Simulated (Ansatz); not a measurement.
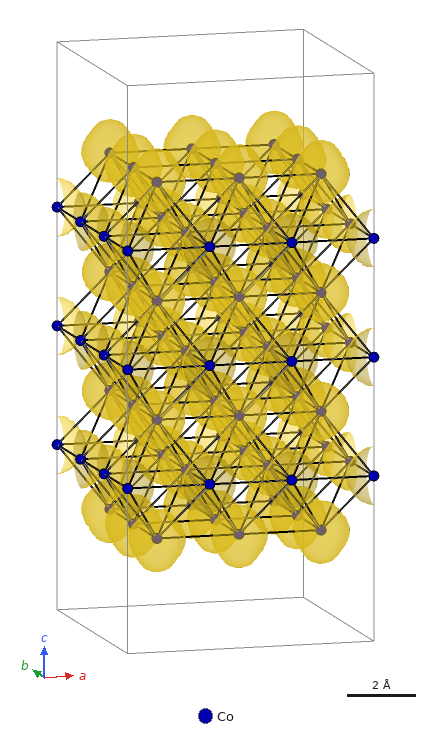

*Co (slab). Isosurfaces of the spin density at +0.1 (yellow) and −0.1 e/Å³ (cyan), seen slightly off an axis. Sticks mark near contacts.*

Not relaxed (largest force 0.7 eV/Å); spin-polarised.

Level of theory: Ansatz 0.2.0, Kohn-Sham DFT of a periodic cell, PBE, JTH PAW.

The density is the valence pseudo-density of a PAW calculation; it isn't the true density close to the nuclei.

Which atoms carry the moments, and with what signs?

Answer. The spin density sits on Co: +1.9 μB (×2) and +1.8 μB (×5) in one cell of 7 atoms: parallel moments (a ferromagnetic arrangement) in this solution. The cell of the calculation (7 atoms) carries 12.4 μB of net spin moment. Only one sign reaches the isovalue.
